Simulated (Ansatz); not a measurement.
# Run report: MgZn₃O₄, geometry relaxation (part 1 of 2)

The run: geometry relaxation of MgZn₃O₄ (P-43m, 8 atoms in the cell). Method and program: DFT, r2SCAN+rVV10, plane waves, PAW, no spin polarisation (Ansatz 0.2.0).

The structure was built on a prototype by a generator; it need not be a known phase. The geometry comes from this level: PBEsol. Figures and captions count atoms from 1; the log counts them from 0 in places.

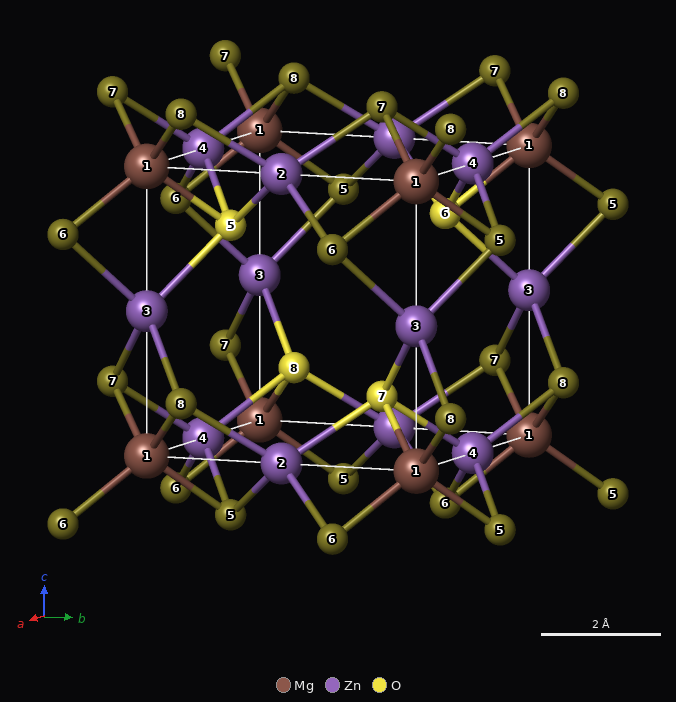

Fig. 1: The starting structure (ball-and-stick view of the cell of the calculation, seen at an oblique angle; neighbours outside the cell are drawn fainter; atoms are numbered from 1 in the order of the input). Near neighbours in the crystal (not all of them lie inside the picture): Mg has 4 O at 1.88 Å; Zn has 4 O at 2.07 Å; O has 1 Mg at 1.88 Å and 3 Zn at 2.07 Å.

Input
```yaml
crystal:
  lattice:
    - [4.9394914567, 0.0, 0.0]
    - [0.0, 4.9394914567, 0.0]
    - [0.0, 0.0, 4.9394914567]
  atoms:
    - { symbol: Mg, position: [0.0, 0.0, 0.0] }
    - { symbol: Zn, position: [0.0, 0.5, 0.0] }
    - { symbol: Zn, position: [0.0, 0.0, 0.5] }
    - { symbol: Zn, position: [0.5, 0.0, 0.0] }
    - { symbol: O, position: [0.7808244648, 0.2191755352, 0.7808244648] }
    - { symbol: O, position: [0.2191755352, 0.7808244648, 0.7808244648] }
    - { symbol: O, position: [0.7808244648, 0.7808244648, 0.2191755352] }
    - { symbol: O, position: [0.2191755352, 0.2191755352, 0.2191755352] }
kpoints:
  mp_grid: { grid: [6, 6, 6] }
hamiltonian:
  xc: r2scan
  dispersion: rvv10
scf:
  occupations: { method: fermi_dirac, width: 0.03 }
relax:
  f_tol: 0.01
  cell: {}
  max_steps: 120
output:
  write_density: true
  write_potential: true
  elf: true
  volumetric_format: npy
```

Run as:
```bash
ansatz run input.yaml --threads 4 --pin off --max-ram 4608MiB --backend cpu --events-out ev --progress --plain --runs-dir out
```

Log
```
Engine: ansatz 0.2.0, aarch64-unknown-linux-gnu
Pseudopotentials: kind: paw
Pseudopotential: Mg, paw, valence charge 10, recommended cutoff 500 eV (meta_gga), Mg.paw.azcp
Pseudopotential: Zn, paw, valence charge 12, recommended cutoff 500 eV (meta_gga), Zn.paw.azcp
Pseudopotential: O, paw, valence charge 6, recommended cutoff 500 eV (meta_gga), O.paw.azcp
Functional definition: r2SCAN+rVV10
  parameter k0 = 0.174
  parameter k1 = 0.065
  parameter a1 = 4.9479
  exchange = r2scan_x(k0 = k0, k1 = k1, a1 = a1)
  correlation = r2scan_c + rvv10(11.95, 0.0093)
Crystal: 8 atoms, lattice volume = 120.517 Å³
Basis set: ecut = 500 eV, 3071 PW (Γ), exchange–correlation on 180×180×180 points (64 copies of the dense FFT grid, shifted against one another)
Bands: 43, of which v1, the nominal top of the filled ones, is band 35 counted from 1 (34 counted from 0)
Symmetry: 24 space group operations
Space group: P-43m (ITA 215), of the structure as read, at distance tolerance 4.9e-5 Å
k-points: 20 of 216 (time reversal used)
Non-local potential: Mg, projectors of the file, l = 0: 3, l = 1: 2, l = 2: 1
Non-local potential: Zn, projectors of the file, l = 0: 2, l = 1: 2, l = 2: 3, l = 3: 1
Non-local potential: O, projectors of the file, l = 0: 2, l = 1: 2, l = 2: 1
PAW form: soft (Blöchl's): semilocal exchange-correlation on the pseudo side does not see the compensation charge
rVV10 density: all electrons in the spheres
PAW frozen core: Mg, regenerated for the run's functional (the file was generated under x = pbe(κ = 0.804, μ = 0.2195149727645171), c = pbe(β = 0.06672455060314922))
PAW frozen core: Zn, regenerated for the run's functional (the file was generated under x = pbe(κ = 0.804, μ = 0.2195149727645171), c = pbe(β = 0.06672455060314922))
PAW frozen core: O, regenerated for the run's functional (the file was generated under x = pbe(κ = 0.804, μ = 0.2195149727645171), c = pbe(β = 0.06672455060314922))
PAW one-centre angular grid: Mg, 302 points (default); XC on 224 Gauss nodes
PAW one-centre angular grid: Zn, 590 points (default); XC on 261 of its mesh's 2673 points in the sphere
PAW one-centre angular grid: O, 302 points (default); XC on 160 Gauss nodes
Initial density: superposition of atomic densities (neutral atoms: chi_scale 0, normalization atom), corrected by the library's trained network
Initial wavefunctions: pseudopotential atomic-orbital guess
Functional: x = r2scan, c = r2scan + rvv10(b = 11.95, C = 0.0093); τ floored in thin density (d = 2e-4 eV/Å³)
SCF iter   1: F=—  HF=-14173.087199 eV  |F-HF|=—  |Δ(HF+E_count)|=         —  Δρ=1.62e-2  dr2=1.45e-1  dr2_τ=1.92e-1  ethr=1.77e-3  ⟨swp⟩=6.8  Hψ=3837  notcnv=0  defer=3
preconditioner: auto → Resta (q_TF=auto, 2.492 Å⁻¹)  ε∞=5.1  [insulator: Δε(μ)=2.065 eV  Ē_g=13.203 eV  σ=0.030 eV  W_gap=1.00  n_scr=26 (ndim 8)  ℏωp=26.6 eV  f_vac=0.241  D(μ)=0.00/eV (n_scr^D=0)  ε∞_Penn≈5.1]
SCF iter   2: F=—  HF=-14173.199452 eV  |F-HF|=—  |Δ(HF+E_count)|=   1.12e-1  Δρ=4.26e-3  dr2=2.26e-2  dr2_τ=1.04e-3  ethr=2.07e-4  ⟨swp⟩=3.0  Hψ=1823  notcnv=0  defer=36
SCF iter   3: F=—  HF=-14173.195404 eV  |F-HF|=—  |Δ(HF+E_count)|=   4.05e-3  Δρ=4.00e-3  dr2=1.16e-2  dr2_τ=3.95e-4  ethr=3.23e-5  ⟨swp⟩=2.0  Hψ=1491  notcnv=0  defer=36
SCF iter   4: F=—  HF=-14173.193760 eV  |F-HF|=—  |Δ(HF+E_count)|=   1.64e-3  Δρ=4.78e-4  dr2=7.25e-4  dr2_τ=3.98e-5  ethr=1.66e-5  ⟨swp⟩=2.8  Hψ=1467  notcnv=0  defer=36
SCF iter   5: F=—  HF=-14173.193996 eV  |F-HF|=—  |Δ(HF+E_count)|=   2.36e-4  Δρ=2.94e-4  dr2=2.41e-4  dr2_τ=5.50e-6  ethr=1.04e-6  ⟨swp⟩=2.8  Hψ=1424  notcnv=0  defer=36
SCF iter   6: F=—  HF=-14173.194064 eV  |F-HF|=—  |Δ(HF+E_count)|=   6.78e-5  Δρ=1.62e-4  dr2=2.93e-5  dr2_τ=2.29e-6  ethr=3.44e-7  ⟨swp⟩=2.0  Hψ=1111  notcnv=0  defer=36
SCF iter   7: F=—  HF=-14173.194072 eV  |F-HF|=—  |Δ(HF+E_count)|=   7.94e-6  Δρ=5.50e-5  dr2=4.91e-6  dr2_τ=2.51e-7  ethr=4.19e-8  ⟨swp⟩=2.0  Hψ=1469  notcnv=0  defer=36
SCF iter   8: F=—  HF=-14173.194073 eV  |F-HF|=—  |Δ(HF+E_count)|=   7.31e-7  Δρ=1.45e-5  dr2=3.68e-7  dr2_τ=4.54e-9  ethr=7.01e-9  ⟨swp⟩=2.9  Hψ=1504  notcnv=0  defer=36
SCF iter   9: F=-14173.194073 eV  HF=-14173.194073 eV  |F-HF|=9.56e-9  |Δ(HF+E_count)|=   1.59e-7  Δρ=2.77e-6  dr2=1.15e-8  dr2_τ=2.90e-10  ethr=1.43e-10  ⟨swp⟩=8.9  Hψ=5809  notcnv=0
SCF 1 converged in 9 iterations: F = -14173.194073 eV  dr2 = 1.15e-8
  greatest PAW one-centre occupation: 1.000 electrons in one spin orbital (limit 2), on the Mg atom at site 0 (counted from 0), in its partial waves of l = 0
relax step   1: F+E_penalty+E_count = -14173.19407284 eV  Δ(F+E_penalty+E_count) = +0.000e0 eV  max|allowed force component| = 1.108e-1 eV/Å  Δτ_max = 0.0000 Å  P = -1.294 GPa  Ω = 120.517 Å³  (9 SCF iters, dr2 threshold 1.00e-7 eV, accepted)
Crystal: 8 atoms, lattice volume = 119.978 Å³
Basis set: ecut = 500 eV, 2969 PW (Γ), exchange–correlation on 180×180×180 points (64 copies of the dense FFT grid, shifted against one another)
rVV10 density: all electrons in the spheres
Initial density: handed on by an earlier stage of this run
Initial wavefunctions: those handed on with the density
iter 1 solved again at ethr=4.68e-7 eV; its pass at ethr=3.10e-3 eV (dr2=3.28e-4 eV) is discarded
SCF iter   1: F=—  HF=-14173.198220 eV  |F-HF|=—  |Δ(HF+E_count)|=         —  Δρ=4.76e-4  dr2=3.07e-4  dr2_τ=1.12e-3  ethr=4.68e-7  ⟨swp⟩=2.0  Hψ=3820  notcnv=0
preconditioner: auto → Resta (q_TF=auto, 2.494 Å⁻¹)  ε∞=5.2  [insulator: Δε(μ)=2.002 eV  Ē_g=13.045 eV  σ=0.030 eV  W_gap=1.00  n_scr=26 (ndim 8)  ℏωp=26.7 eV  f_vac=0.240  D(μ)=0.00/eV (n_scr^D=0)  ε∞_Penn≈5.2]
SCF iter   2: F=—  HF=-14173.198822 eV  |F-HF|=—  |Δ(HF+E_count)|=   6.02e-4  Δρ=2.32e-4  dr2=1.03e-4  dr2_τ=1.74e-6  ethr=4.39e-7  ⟨swp⟩=2.0  Hψ=1480  notcnv=0
SCF iter   3: F=—  HF=-14173.198813 eV  |F-HF|=—  |Δ(HF+E_count)|=   9.40e-6  Δρ=1.98e-4  dr2=4.12e-5  dr2_τ=3.88e-6  ethr=1.48e-7  ⟨swp⟩=2.0  Hψ=1427  notcnv=0
SCF iter   4: F=—  HF=-14173.198799 eV  |F-HF|=—  |Δ(HF+E_count)|=   1.38e-5  Δρ=6.48e-5  dr2=6.75e-6  dr2_τ=2.16e-7  ethr=5.89e-8  ⟨swp⟩=2.0  Hψ=1400  notcnv=0
SCF iter   5: F=—  HF=-14173.198799 eV  |F-HF|=—  |Δ(HF+E_count)|=   2.13e-7  Δρ=4.88e-5  dr2=2.78e-6  dr2_τ=2.41e-7  ethr=9.64e-9  ⟨swp⟩=2.0  Hψ=1479  notcnv=0
SCF iter   6: F=-14173.198799 eV  HF=-14173.198799 eV  |F-HF|=3.02e-8  |Δ(HF+E_count)|=   6.59e-7  Δρ=1.63e-5  dr2=2.41e-7  dr2_τ=2.21e-8  ethr=1.14e-9  ⟨swp⟩=7.2  Hψ=6458  notcnv=0
SCF 2 converged in 6 iterations: F = -14173.198799 eV  dr2 = 2.41e-7
relax step   2: F+E_penalty+E_count = -14173.19879856 eV  Δ(F+E_penalty+E_count) = -4.726e-3 eV  max|allowed force component| = 6.464e-2 eV/Å  Δτ_max = 0.0017 Å  P = -0.765 GPa  Ω = 119.978 Å³  energy of the carried Pulay correction = +2.487e-4 eV  (6 SCF iters, dr2 threshold 8.00e-7 eV, accepted)
Crystal: 8 atoms, lattice volume = 119.193 Å³
rVV10 density: all electrons in the spheres
iter 1 solved again at ethr=9.53e-7 eV; its pass at ethr=3.10e-3 eV (dr2=6.67e-4 eV) is discarded
SCF iter   1: F=—  HF=-14173.200241 eV  |F-HF|=—  |Δ(HF+E_count)|=         —  Δρ=6.60e-4  dr2=6.27e-4  dr2_τ=2.15e-3  ethr=9.53e-7  ⟨swp⟩=2.0  Hψ=3771  notcnv=0
preconditioner: auto → Resta (q_TF=auto, 2.497 Å⁻¹)  ε∞=5.2  [insulator: Δε(μ)=2.017 eV  Ē_g=13.094 eV  σ=0.030 eV  W_gap=1.00  n_scr=26 (ndim 8)  ℏωp=26.8 eV  f_vac=0.238  D(μ)=0.00/eV (n_scr^D=0)  ε∞_Penn≈5.2]
SCF iter   2: F=—  HF=-14173.201540 eV  |F-HF|=—  |Δ(HF+E_count)|=   1.30e-3  Δρ=3.34e-4  dr2=2.20e-4  dr2_τ=3.41e-6  ethr=8.96e-7  ⟨swp⟩=2.0  Hψ=1628  notcnv=0
SCF iter   3: F=—  HF=-14173.201521 eV  |F-HF|=—  |Δ(HF+E_count)|=   1.85e-5  Δρ=3.01e-4  dr2=9.39e-5  dr2_τ=9.23e-6  ethr=3.14e-7  ⟨swp⟩=2.0  Hψ=1441  notcnv=0
SCF iter   4: F=—  HF=-14173.201489 eV  |F-HF|=—  |Δ(HF+E_count)|=   3.16e-5  Δρ=9.91e-5  dr2=1.48e-5  dr2_τ=4.89e-7  ethr=1.34e-7  ⟨swp⟩=2.0  Hψ=1400  notcnv=0
SCF iter   5: F=—  HF=-14173.201490 eV  |F-HF|=—  |Δ(HF+E_count)|=   8.81e-7  Δρ=7.83e-5  dr2=6.99e-6  dr2_τ=6.18e-7  ethr=2.12e-8  ⟨swp⟩=2.0  Hψ=1480  notcnv=0
SCF iter   6: F=-14173.201489 eV  HF=-14173.201489 eV  |F-HF|=1.18e-8  |Δ(HF+E_count)|=   1.74e-6  Δρ=2.20e-5  dr2=4.58e-7  dr2_τ=3.90e-8  ethr=1.14e-9  ⟨swp⟩=7.6  Hψ=6598  notcnv=0
SCF 3 converged in 6 iterations: F = -14173.201489 eV  dr2 = 4.58e-7
relax step   3: F+E_penalty+E_count = -14173.20148857 eV  Δ(F+E_penalty+E_count) = -2.690e-3 eV  max|allowed force component| = 1.212e-3 eV/Å  Δτ_max = 0.0022 Å  P = +0.016 GPa  Ω = 119.193 Å³  energy of the carried Pulay correction = +6.139e-4 eV  (6 SCF iters, dr2 threshold 8.00e-7 eV, accepted)
rVV10 density: all electrons in the spheres
Initial wavefunctions: pseudopotential atomic-orbital guess (no wavefunctions were taken with the density)
iter 1 solved again at ethr=1.65e-7 eV; its pass at ethr=3.10e-3 eV (dr2=1.16e-4 eV) is discarded
SCF iter   1: F=—  HF=-14173.200927 eV  |F-HF|=—  |Δ(HF+E_count)|=         —  Δρ=3.89e-5  dr2=6.33e-7  dr2_τ=2.44e-7  ethr=1.65e-7  ⟨swp⟩=3.8  Hψ=6130  notcnv=0
preconditioner: auto → Resta (q_TF=auto, 2.497 Å⁻¹)  ε∞=5.2  [insulator: Δε(μ)=2.010 eV  Ē_g=13.081 eV  σ=0.030 eV  W_gap=1.00  n_scr=26 (ndim 8)  ℏωp=26.8 eV  f_vac=0.240  D(μ)=0.00/eV (n_scr^D=0)  ε∞_Penn≈5.2]
SCF iter   2: F=—  HF=-14173.200924 eV  |F-HF|=—  |Δ(HF+E_count)|=   3.64e-6  Δρ=2.20e-5  dr2=2.62e-7  dr2_τ=7.06e-8  ethr=9.05e-10  ⟨swp⟩=2.0  Hψ=1526  notcnv=0
SCF iter   3: F=—  HF=-14173.200924 eV  |F-HF|=—  |Δ(HF+E_count)|=   5.24e-8  Δρ=6.92e-6  dr2=5.68e-8  dr2_τ=6.32e-9  ethr=3.74e-10  ⟨swp⟩=2.0  Hψ=1369  notcnv=0
SCF iter   4: F=—  HF=-14173.200924 eV  |F-HF|=—  |Δ(HF+E_count)|=   3.35e-9  Δρ=2.10e-6  dr2=1.18e-8  dr2_τ=2.90e-10  ethr=8.11e-11  ⟨swp⟩=2.0  Hψ=1400  notcnv=0
SCF iter   5: F=—  HF=-14173.200924 eV  |F-HF|=—  |Δ(HF+E_count)|=   5.63e-9  Δρ=1.92e-6  dr2=4.99e-9  dr2_τ=2.17e-10  ethr=1.69e-11  ⟨swp⟩=2.0  Hψ=1400  notcnv=0
SCF iter   6: F=—  HF=-14173.200924 eV  |F-HF|=—  |Δ(HF+E_count)|=  5.57e-10  Δρ=4.11e-7  dr2=3.19e-10  dr2_τ=1.81e-11  ethr=7.14e-12  ⟨swp⟩=2.0  Hψ=1400  notcnv=0
SCF iter   7: F=-14173.200924 eV  HF=-14173.200924 eV  |F-HF|=2.00e-11  |Δ(HF+E_count)|=  1.47e-10  Δρ=1.76e-7  dr2=3.50e-11  dr2_τ=2.36e-12  ethr=1.00e-12  ⟨swp⟩=6.7  Hψ=4497  notcnv=0
SCF 4 converged in 7 iterations: F = -14173.200924 eV  dr2 = 3.50e-11
relax step   4: F+E_penalty+E_count = -14173.20092362 eV  Δ(F+E_penalty+E_count) = +5.650e-4 eV  max|allowed force component| = 1.305e-3 eV/Å  Δτ_max = 0.0000 Å  P = +0.016 GPa  Ω = 119.193 Å³  stress off target by 1.58e-2 GPa  SCF on the basis re-selected at this cell (its energy is not comparable with the rows above)  (7 SCF iters)
```

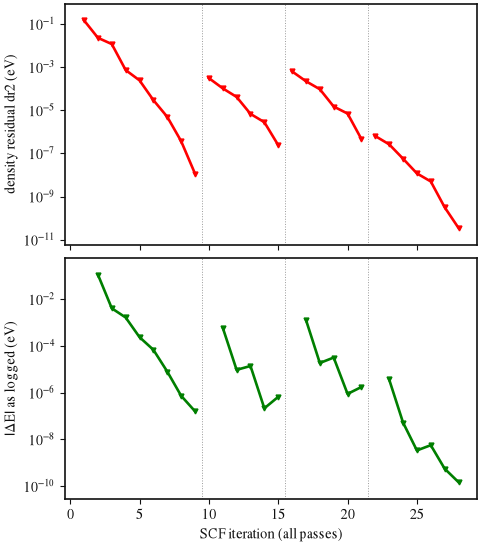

Fig. 2: Convergence of the self-consistent field: density residual dr2 and size of the energy change against the SCF iteration. The dotted lines part the SCF passes of the relaxation: geometry steps, rejected trials and re-solves on a re-selected basis. The passes take 9, 6, 6 and 7 iterations.

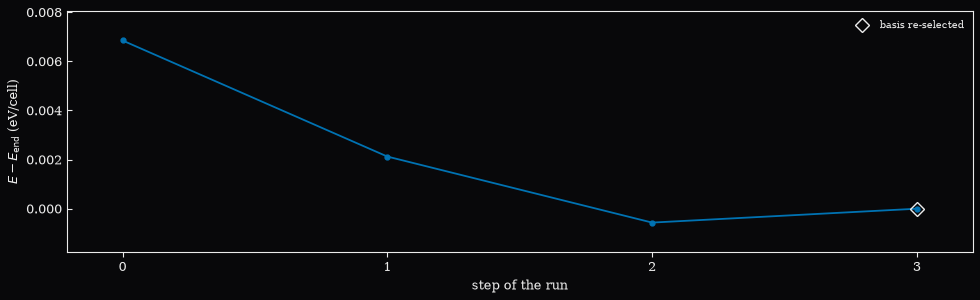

Fig. 3: Progress of the relaxation, step by step (the first geometry is step 0 here and step 1 in the log). No atom moves by more than 0.005 Å relative to the cell. Cell: a = b = c 4.939 → 4.921 Å (−0.4 %). Volume −1.1 %. Distances before and after: Mg1–O5 1.875 → 1.864 Å, Zn2–O5 2.066 → 2.058 Å. The space group stays P-43m (No. 215). Over 2 geometry steps the energy falls by 7.4 meV per cell of the calculation. The largest force component goes from 0.11 to 0.0013 eV/Å. The pressure goes from −1.29 to 0.02 GPa. A last SCF at the same geometry on a re-selected plane-wave basis shifts the energy by +0.6 meV per cell of the calculation. (Atoms are counted from 1 in the order of the input.)

```
basis re-selected at this cell: Δ(F+E_penalty+E_count) = +5.650e-4 eV, ΔP = +0.000 GPa vs the last step (what re-selecting the basis moved, of the pressure what is left beyond the Pulay correction that the steps carried, after the strain that the cell walked since its last selection, with what the two solves' SCF thresholds leave and, on support functions, any second-order correction that the steps lacked; it is no measure of the basis error at this ecutwfc). This SCF's stress stands 1.58e-2 GPa from its target on what of the cell is left free (relax.cell.stress_tol is 5.00e-2 GPa) and its largest allowed force component is 1.31e-3 eV/Å (relax.f_tol is 1.00e-2 eV/Å): within both
SCF converged after 7 iterations
Free energy (F): -14173.200924 eV
Harris-Foulkes:  -14173.200924 eV  (|F-HF|=2.00e-11)
Internal energy: -14173.200924 eV  (E = F + TS)
E sigma→0 (E₀):  -14173.200924 eV
Fermi energy:    3.936216 eV
--- Per-component energies (eV) ---
  E_band       = -499.078057
  E_kinetic    = 1170.038600
  E_local      = -10265.343156  (includes V_loc(G=0)·N_el)
  E_nonlocal   = 2154.048513
  E_hartree    = 4229.078385
  E_xc         = -684.802237
  E_vxc        = -618.540013  (∫ρ·V_xc dr)
  E_paw        = -6495.342740  (= ΣΔE_a)
  E_vpaw       = -1436.716043  (= ΣTr[D̂ρ^β])
  E_aug_tail   = 0.003113  (compensation charges beyond the density's cutoff)
  E_vtau       = 39.274185  (kinetic-family band-sum trace: ∫τ·v_τ [+ j·A + Jᵃ·Aᵃ] dr)
  E_ewald      = -4280.179573
  E_core_change = -0.701828  (= ΣΔE_core)
  E_smearing   = -0.000000  (= −TS)
  E_closure    = 0.000000  (closes the sum)
  Σ components = -14173.200924   (vs F -14173.200924, Δ=0.00e0)
--- Forces (eV/Å), atoms counted from 1 ---
  atom   1  Mg    -0.00000000     0.00000000    -0.00000000
  atom   2  Zn     0.00000000     0.00000000     0.00000000
  atom   3  Zn    -0.00000000    -0.00000000     0.00000000
  atom   4  Zn     0.00000000    -0.00000000     0.00000000
  atom   5  O     -0.00130519     0.00130519    -0.00130519
  atom   6  O      0.00130519    -0.00130519    -0.00130519
  atom   7  O     -0.00130519    -0.00130519     0.00130519
  atom   8  O      0.00130519     0.00130519     0.00130519
  max |Σ_I F_I| component: 3.06e-17 eV/Å
--- Stress (GPa, compression-positive) ---
        0.015805       0.000000       0.000000
        0.000000       0.015805      -0.000000
        0.000000      -0.000000       0.015805
  P = ⅓ Tr σ = 0.0158 GPa (0.158 kbar)
--- Band table (eV; the first three rows and the last of 20) ---
```
